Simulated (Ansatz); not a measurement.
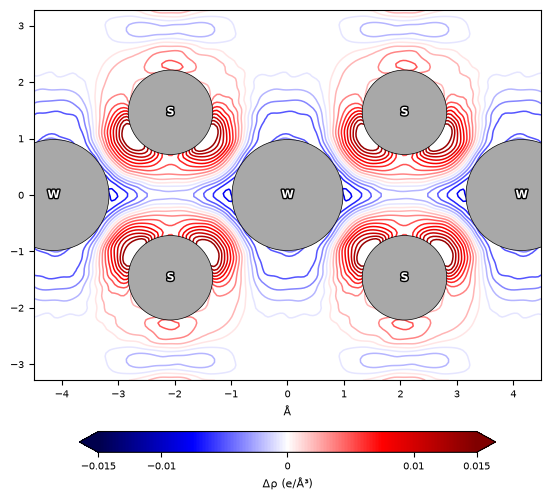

WS2. Difference of the valence pseudo-densities of two functionals at the same geometry, on the (101̄) plane of the calculation cell: r2SCAN less PBE.

Both computed with Ansatz (plane waves, PAW), on the same k-point mesh. Grey discs cover the atomic cores.

> What does the difference map show?

Against PBE, r2SCAN gives less density around W (−0.005 e/Å³ on average at 1.1 Å from the nucleus), more density around S (+0.007 e/Å³ on average at 0.9 Å from the nucleus) and a change of +0.005 e/Å³ at the midpoint of W–S.
